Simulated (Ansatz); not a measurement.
Consider AlRu (slab).

Input

```
crystal:
  lattice:
    - [2.9826244057, 0.0, 0.0]
    - [0.0, 4.218067886, 0.0]
    - [0.0, 0.0, 25.545169715]
  atoms:
    - { symbol: Al, position: [0.0, 0.5, 0.2935975796] }
    - { symbol: Ru, position: [0.5, 0.0, 0.2935975796] }
    - { symbol: Al, position: [0.0, 0.0, 0.3761585478] }
    - { symbol: Ru, position: [0.5, 0.5, 0.3761585478] }
    - { symbol: Al, position: [0.0, 0.5, 0.4587195159] }
    - { symbol: Ru, position: [0.5, 0.0, 0.4587195159] }
    - { symbol: Al, position: [0.0, 0.0, 0.5412804841] }
    - { symbol: Ru, position: [0.5, 0.5, 0.5412804841] }
    - { symbol: Al, position: [0.0, 0.5, 0.6238414522] }
    - { symbol: Ru, position: [0.5, 0.0, 0.6238414522] }
    - { symbol: Al, position: [0.0, 0.0, 0.7064024204] }
    - { symbol: Ru, position: [0.5, 0.5, 0.7064024204] }
basis:
  ecutwfc: 500
kpoints:
  mp_grid: { grid: [12, 8, 1] }
hamiltonian:
  xc: r2scan
scf:
  occupations: { method: gaussian, width: 0.1 }
output:
  forces: true
  stress: true
  eigenvalues: true
  write_density: true
  write_potential: true
  elf: true
  volumetric_format: npy
efield:
  axis: 3
  dipole_correction: true
  ramp_width: 0.04
```

Command:

```sh
ansatz run input.yaml --threads 2 --pin off --max-ram 5120MiB --backend cpu --events-out ev --progress --plain --runs-dir out
```

Computed without spin polarisation.

Theory: Ansatz 0.2.0, DFT r2SCAN, scalar-relativistic, plane waves, PAW.

What can the converged valence pseudo-density and electron localisation function tell about the bonding?

Al–Ru (2.58 Å): the density is about 0.36 e/Å³ at the midpoint; the ELF is about 0.35 at the midpoint.

Does the calculation give a band gap?

It is metallic or semimetallic at this level of theory: no gap opens.

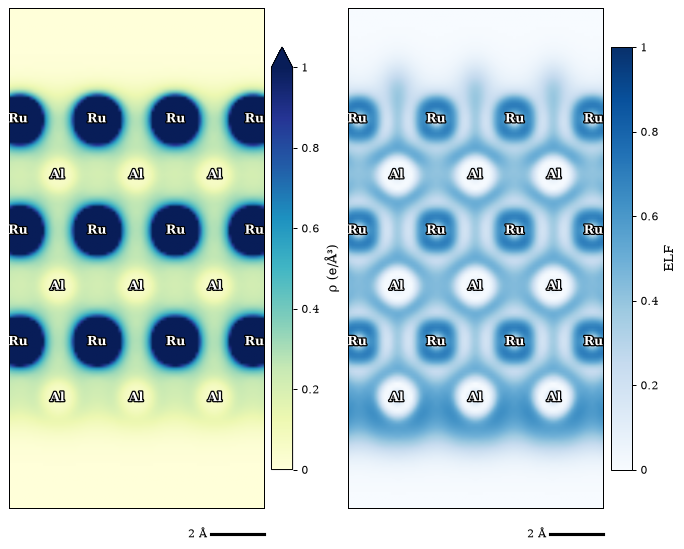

Computed valence pseudo-density and electron localisation function on the (010) plane of the calculation cell, a cut from vacuum to vacuum, in this order. 

In a PAW calculation such maps are meaningful between the atoms, not at the nuclei.
